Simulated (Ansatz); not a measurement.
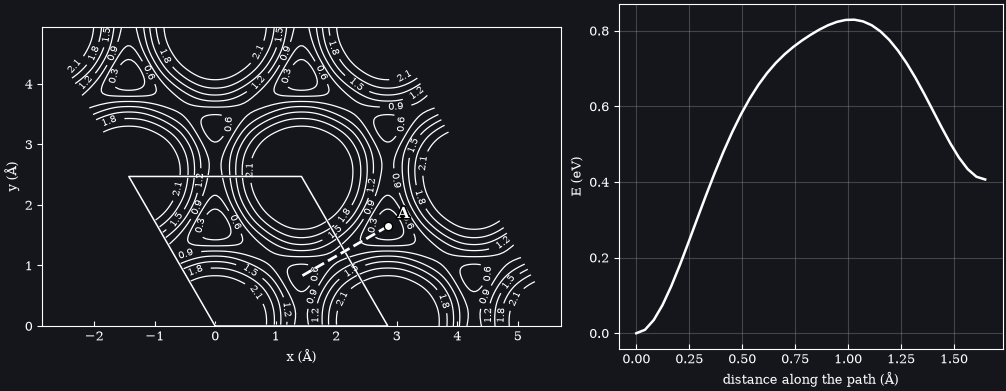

O on an Al(001) slab cut from the P6_3/mmc phase, its upper half relaxed before the scan (36 atoms of substrate and one adsorbate in a 2 × 2 cell). O is moved over the surface cell; relaxed at each place: the height of the adsorbate's atoms; substrate rigid; the origin of the map has the adsorbate above Al33. Places are given modulo a cell vector. The map is drawn in real space over the plane of the surface. The grid has 6 × 6 points; 10 points were computed and 26 follow by symmetry. Places are given in fractions of the 1 × 1 surface cell. All energies are given in eV relative to the lowest grid point. Computed with Ansatz 0.2.0, DFT PBE, scalar-relativistic, plane waves, PAW. Settings: cutoff 420 eV, k-mesh 6×6×1, gaussian smearing 0.1 eV, no spin polarisation.

The picture shows contour lines labelled in eV (none above 2.1), a line along the lowest path, the outline of one cell of the 2 × 2 shown, the energy along the path at the right, the start A. Between grid points the surface is interpolated.

Describe the path and its barrier.

Answer. The easiest path leads from the well at a threefold hollow over a third-layer Al atom, (2/6, 4/6) of the cell vectors to the well at a threefold hollow over a second-layer Al atom, (4/6, 2/6) of the cell vectors, about 0.41 eV higher. Its highest point lies about 0.83 eV above the bottom of the first well on the interpolated surface, at about (0.92, 0.46) of the cell vectors. Seen from the upper well the barrier is about 0.42 eV. This is the barrier on the constrained surface; relaxing the other coordinates would change it.

PAW datasets: the set soft_1.
